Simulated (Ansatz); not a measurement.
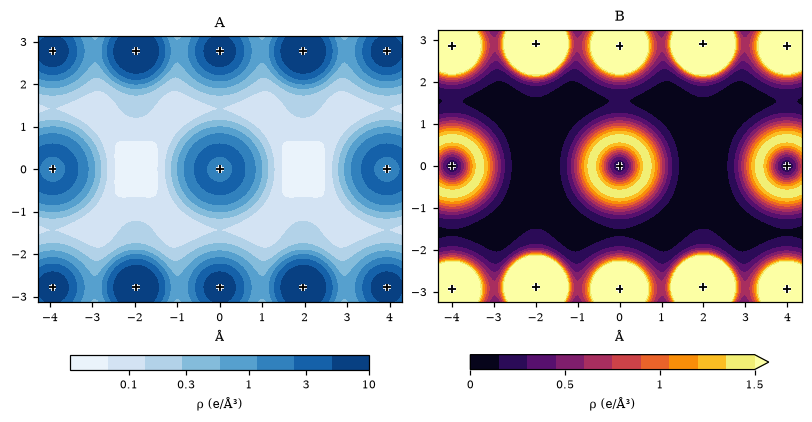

The valence electron density of 2 systems, each on a plane through atoms (crosses mark nuclei in the plane).

Computed with DFT PBE, scalar-relativistic, plane waves, PAW (Ansatz).

System 1: BaTiO₃, the (101) plane of the conventional cell. Space group P4mm; not relaxed (largest force 0.7 eV/Å); computed pressure about −3 GPa in this cell; computed without spin polarisation.

```xyz
5
Lattice="3.9853 0.0000 0.0000 0.0000 3.9853 0.0000 0.0000 0.0000 4.2022" Properties=species:S:1:pos:R:3 pbc="T T T"
Ba    0.0000    0.0000    4.1573
Ti    1.9926    1.9926    2.0272
O     1.9926    1.9926    0.0417
O     1.9926    0.0000    2.1084
O     0.0000    1.9926    2.1084
```

System 2: SrTiO₃, the (110) plane of the conventional cell. Space group Pm-3m; computed without spin polarisation.

**Match each panel to its system.**

Panel A is system 2, SrTiO₃: the plane holds Sr, Ti and O. Ti–O (1.97 Å): ρ at the midpoint is about 0.68 e/Å³. Panel B is system 1, BaTiO₃: the plane holds Ba, Ti and O. Ti–O (1.99 Å): the density is about 0.64 e/Å³ at the midpoint.
